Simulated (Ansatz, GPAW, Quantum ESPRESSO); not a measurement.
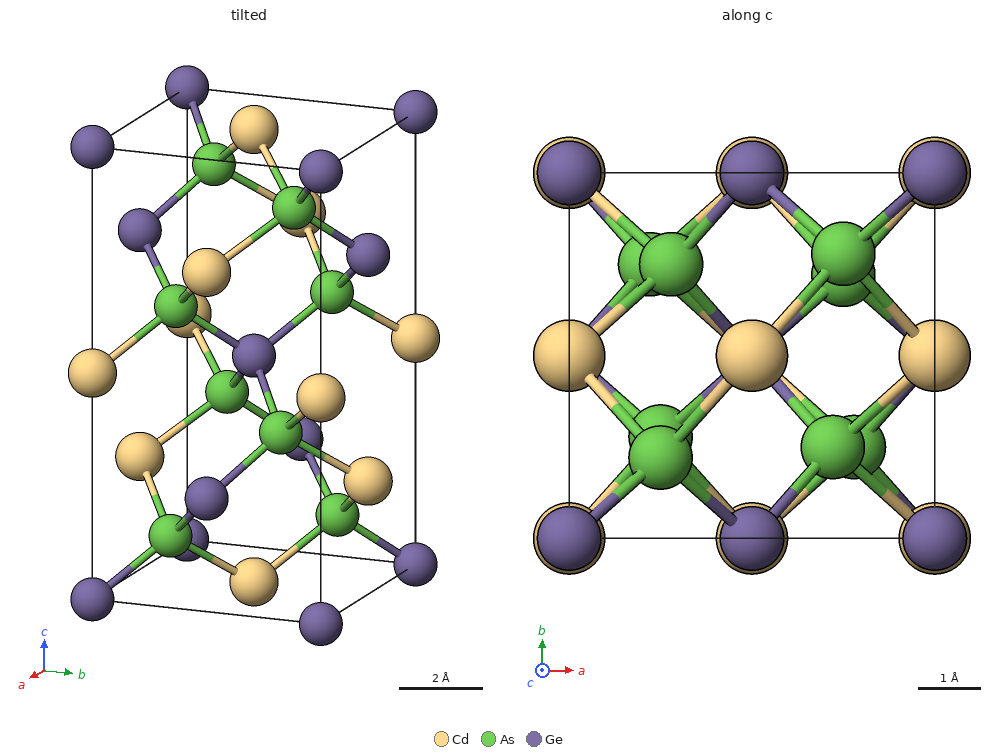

CdGeAs₂, chalcopyrite, space group I-42d (No. 122), a = 5.978 Å, b = 5.978 Å, c = 11.329 Å, α = 90.00°, β = 90.00°, γ = 90.00°. The structure above is drawn in ball-and-stick style and viewed slightly off an axis and along the c axis. The frame is the conventional unit cell; atoms at its boundary are shown with their periodic copies. The cell is a structure listed in the Materials Project.

One fixed geometry in three programs or potential sets. Alike in all runs: functional PBE; k mesh 6 × 6 × 6 on the run's cell of 8 atoms; occupations fermi-dirac, width 0.05 eV; no spin polarisation; no spin-orbit coupling.

| program | gap (eV) | pressure (GPa) |
| --- | --- | --- |
| Quantum ESPRESSO (SSSP 1.3 efficiency) | ? | ? |
| GPAW (PAW data 1.2.1) | 0.19 | 2.2 |
| Ansatz (Ansatz PAW) | 0.19 | 2.2 |

Estimate the row of Quantum ESPRESSO (SSSP 1.3 efficiency).

Answer. A gap of 0.19 eV and a pressure of 2.3 GPa. The other rows span 0.19 to 0.19 eV and 2.2 to 2.2 GPa.

Gaps are the least found on the k-mesh, which can miss the band edges. Plane-wave pressures hold the error of each finite cutoff.

Caveat: semilocal functionals give gaps below the measured ones; gaps of a few tenths of an eV or less are fragile: at this level of theory the bands may already be inverted off the mesh, while measured gaps, where the compound is known, are often wider than semilocal functionals give.
